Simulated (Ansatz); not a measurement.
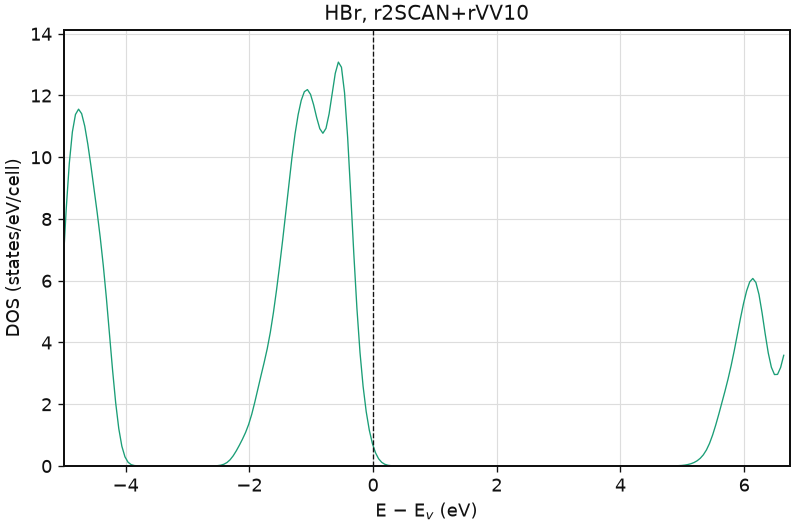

Density of states. Energies are counted from the top of the valence band. The curve is built from the levels of the k mesh with Gaussians 0.3 eV wide, which also blur the band edges.

System: HBr, space group P2_12_12_1, 8 atoms in the cell.

Space group Pnma (No. 62). a = 5.357 Å, b = 6.115 Å, c = 5.252 Å, α = 90.00°, β = 90.00°, γ = 90.00°
```tsv
atom	site	symmetry	x	y	z
H	4c	.m.	0.4440	0.7500	0.1899
Br	4c	.m.	0.7532	0.7500	0.5064
```

Ansatz; DFT, r2SCAN+rVV10, plane waves, PAW, no spin polarisation, 6×6×6 k mesh, 500 eV cutoff, Fermi-Dirac smearing of 0.03 eV.

Is there a gap at the Fermi level, and how wide?

Answer. There is a gap; over the k points computed it is 5.16 eV (direct among those points).

How wide is the upper valence band?

Answer. The upper group of valence states starts about 2.3 eV under the valence-band top, with a gap beneath it; it holds about 16 electrons a cell.
